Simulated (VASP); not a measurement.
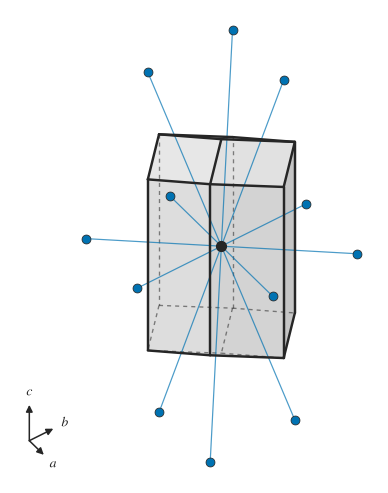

For BN, the geometry relaxed with VASP Kohn-Sham DFT of a periodic cell, PBE, VASP PAW PBE potentials, hard (VASP): the Wigner–Seitz cell of the crystal's lattice, with lines to the lattice points that define its faces. Symmetry computed with spglib at a tolerance of 0.002 Å; standard conventional cell.

a = 2.511 Å, b = 2.511 Å, c = 11.065 Å, α = 90.00°, β = 90.00°, γ = 120.00°; lattice centring R.

### What is the cell's combinatorial type?

A rhombic dodecahedron: 12 faces (12 with 4 edges), 24 edges, 14 vertices. Its volume is that of the primitive cell, 20.1 Å³.

### Which lattice vectors do the faces bisect?

| example | length (Å) | faces | edges of each | area (Å²) |
| --- | --- | --- | --- | --- |
| a | 2.51 | 6 | 4 | 4.9 |
| 2/3 a + 1/3 b + 1/3 c | 3.96 | 6 | 4 | 2.0 |
